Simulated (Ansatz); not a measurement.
AlN

Input file:

```
crystal:
  lattice:
    - [0.0, 2.1839935596, 2.1839935596]
    - [2.1839935596, 0.0, 2.1839935596]
    - [2.1839935596, 2.1839935596, 0.0]
  atoms:
    - { symbol: Al, position: [0.0, 0.0, 0.0] }
    - { symbol: "N", position: [0.75, 0.75, 0.75] }
basis:
  ecutwfc: 420
kpoints:
  mp_grid: { grid: [10, 10, 10] }
hamiltonian:
  xc: pbesol
scf:
  occupations: { method: gaussian, width: 0.02 }
output:
  forces: true
  stress: true
  eigenvalues: true
  write_density: true
  write_potential: true
  elf: true
  volumetric_format: npy
relax:
  adjacent_minimum: "off"
  f_tol: 0.005
  max_steps: 80
  cell: { stress_tol: 0.05 }
```

Launched as:

```sh
ansatz run input.yaml --threads 2 --pin off --max-ram 5120MiB --backend cpu --events-out ev --progress --plain --runs-dir out
```

Below, planes, directions and counts refer to the conventional cell (a = 4.38 Å, b = 4.38 Å, c = 4.38 Å, α = 90.00°, β = 90.00°, γ = 90.00°).

The fields are those of the relaxed geometry.

Space group F-43m; a structure from a database of computed crystals, not necessarily the ambient phase.

Computed with DFT PBEsol, scalar-relativistic, plane waves, PAW (Ansatz).

### What will maps of the valence pseudo-density and electron localisation function show?

Al–N (1.90 Å): ρ is about 0.68 e/Å³ halfway; the ELF peaks at about 0.90 in the valence shell of N, 0.8 Å from its nucleus, and is about 0.85 at the midpoint.

### Does the calculation give a band gap?

It is gapped, with a Kohn–Sham gap of 3.2 eV on the k-point mesh, an upper bound to the gap of this method.

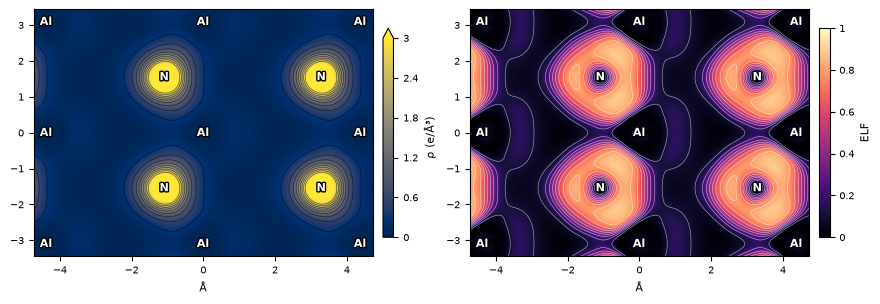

Computed valence pseudo-density and electron localisation function on the (101) plane of the conventional cell, in this order. 

Core electrons are frozen (PAW), and the valence fields are smoothed inside the atomic spheres.
